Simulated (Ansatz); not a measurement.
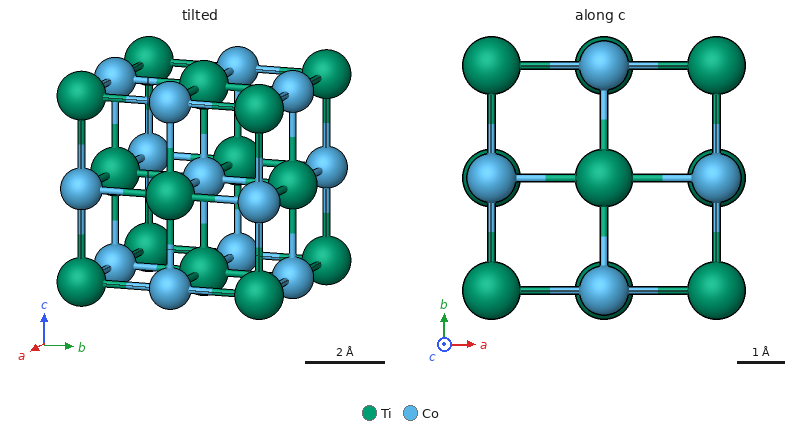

Structure drawing (ball-and-stick), viewed slightly off an axis and along the c axis. One conventional unit cell is outlined, and atoms on its boundary appear in each equivalent place. Cell: a = 4.85 Å, b = 4.85 Å, c = 4.85 Å, α = 90.00°, β = 90.00°, γ = 90.00°.

The starting point was a structure type filled with these elements by a generator (whether the compound takes this form wasn't checked). Earlier steps of the study may have refined or changed the cell and positions. A calculation with Ansatz used it as input.

Q: Write a short crystallographic description.

A: It has the composition TiCo. The structure has Fm-3m (No. 225) symmetry and a face-centred cubic lattice. The arrangement is known as rock salt (NaCl type). Cell content 4 Ti, 4 Co; Z = 4. Ti is linked to six Co in an octahedral arrangement at about 2.4 Å. Co is coordinated by six Ti in an octahedral arrangement at about 2.4 Å. Not all metal-metal contacts are counted. The bonds build a three-dimensional framework.

Electronic-structure method: DFT PBE, scalar-relativistic, plane waves, PAW (Ansatz). Parameters: a cutoff energy of 420 eV, k-points about 0.11 Å⁻¹ apart, Gaussian smearing of 0.1 eV, no spin polarisation (a spin-restricted run, not always the ground state).

Q: How large a gap does the method give, if there is one?

A: A metal: bands cross the Fermi level.

Q: List the Bader charges.

A: Ti +1.15 e; Co -1.15 e.

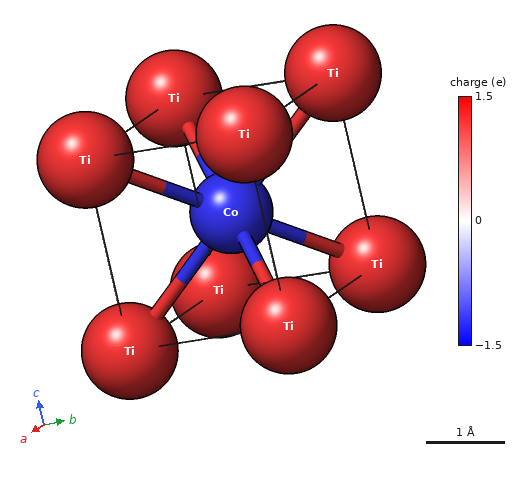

The atoms coloured by those charges. The run's cell of 2 atoms is drawn, so axes and origin can differ from the first picture.

Q: Is this the optimised geometry for these settings?

A: Yes. All forces vanish to within 0.01 eV/Å. The pressure is 0.0 GPa, close to zero.
